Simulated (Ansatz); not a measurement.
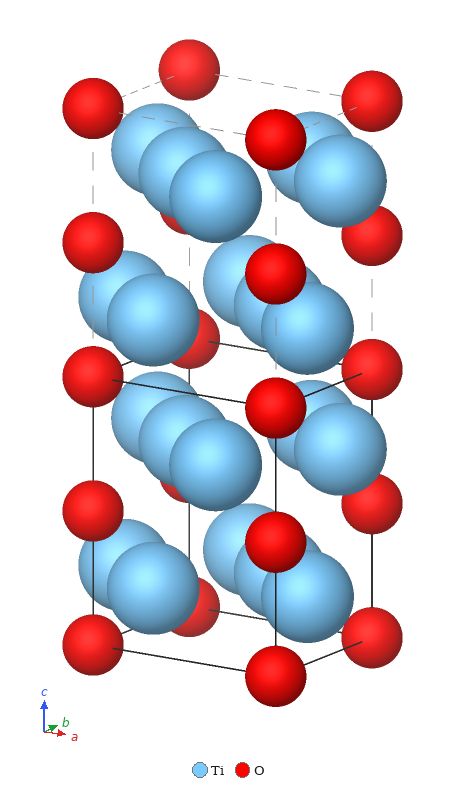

Spheres-only drawing of the structure, looking slightly off an axis. The structure is repeated 1×1×2 times; solid lines mark one conventional unit cell.

The formula is Ti3O. Symmetry: P6_3/mcm (No. 193), primitive hexagonal lattice. Counting shared atoms by their share gives 6 Ti, 2 O, or 8 atoms.

The initial geometry was a structure listed in the Materials Project. Earlier steps of the study, as a rule a relaxation of our own, may have changed the cell and positions, so they can lie some per cent off the listed ones. Ansatz was used for an electronic-structure calculation on it.
